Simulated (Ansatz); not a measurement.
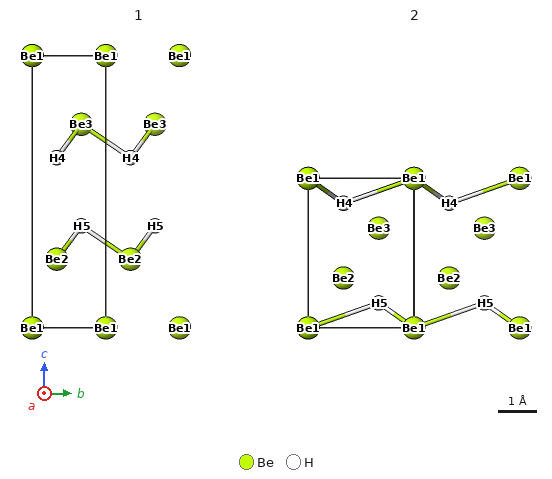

Two geometries of a crystal of Be₃H₂ (a generated structure, set up in P-3m1) (coarse preliminary run), drawn at one scale. One is the start of a relaxation, the other its converged end. A ball-and-stick model of the cell of the calculation, repeated 1 × 2 × 1 with one cell outlined, seen along the a axis.

Theory: DFT PBE, scalar-relativistic, plane waves, PAW (Ansatz 0.2.0). Set-up: plane-wave cutoff 420 eV; k-point mesh 6 × 6 × 4; occupations gaussian; smearing width 0.1 eV; no spin polarisation; cell and atoms relaxed; force threshold 0.04 eV/Å; at most 70 steps.

Which one is relaxed?

Answer. Structure 1 is the relaxed one. The largest moves relative to the cell, 1.53 Å, are those of H4 and H5. H5 goes along +c. Largest moves by element: H 1.53 Å, Be 0.59 Å. The drawn cell changes as follows: a = b 3.289 → 2.291 Å (−30.3 %), c 4.028 → 7.334 Å (+82.1 %); the volume changes by −11.6 %. Some distances before and after: Be1–H4 2.014 → 3.050 Å, Be2–H5 2.014 → 1.599 Å. New bonds form: Be2–H5 (2.01 → 1.60 Å), Be3–H4 (2.01 → 1.60 Å). The space group stays P-3m1 (No. 164). Over 22 accepted moves (25 points after the start) the energy falls by 643 meV per atom. The largest force component goes from 0.2 to 0.005 eV/Å. The pressure goes from −7.01 to 0.08 GPa. At 3 points the geometry stayed and the basis and grid were re-selected for the new cell (energy shift of 50.7 meV per atom at most each time).

Limits of the set-up: the k-point mesh is coarse for a cell with partly filled bands.
